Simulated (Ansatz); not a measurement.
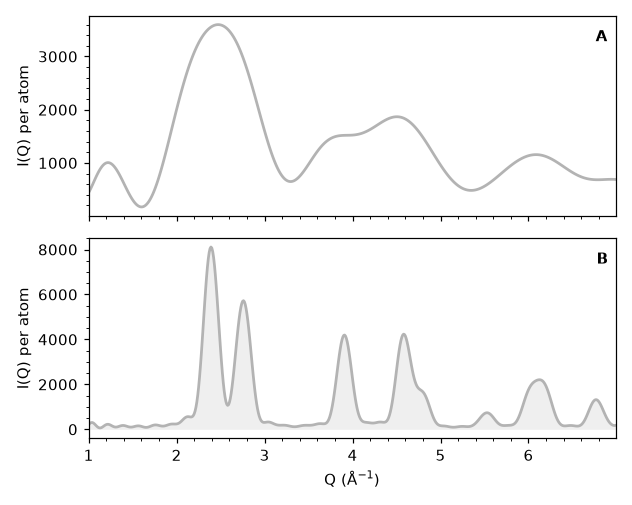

X-ray scattering of spheres cut from the crystal structure of HfN (Fm-3m, a = 4.546 Å, b = 4.546 Å, c = 4.546 Å, α = 90.00°, β = 90.00°, γ = 90.00°), calculated atom by atom with the Debye equation (B = 0.5 Å², no relaxation of the surface). It is based on the input geometry of an electronic-structure calculation (not necessarily at equilibrium).

> The spheres are 10 and 36 Å across. Which curve is which?

curve A: 10 Å (33 atoms); curve B: 36 Å (2103 atoms). Peak widths go roughly as 2π/D, so the largest sphere has the sharpest peaks.

> Index the main peaks of the largest sphere.

Q ≈ 2.39 Å⁻¹: 111; Q ≈ 2.76 Å⁻¹: 200; Q ≈ 3.91 Å⁻¹: 220; Q ≈ 4.58 Å⁻¹: 311; Q ≈ 5.53 Å⁻¹: 400; Q ≈ 6.12 Å⁻¹: 331 + 420.
